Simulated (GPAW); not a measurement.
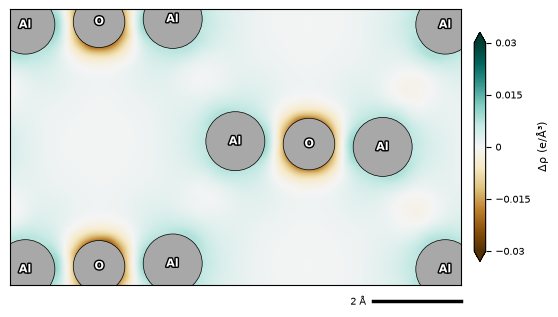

Al2O3. Difference of the valence pseudo-densities of two functionals at the same geometry, on the (101) plane of the calculation cell: PBEsol less RPBE.

Space group Pnnm; a structure from a database of computed crystals, not necessarily the ambient phase.

Both computed with GPAW (plane waves, PAW), on the same k-point mesh. Grey discs cover the atomic cores.

Where does the change of functional move the electrons?

Against RPBE, PBEsol gives less density around O (−0.008 e/Å³ on average at 0.7 Å from the nucleus).
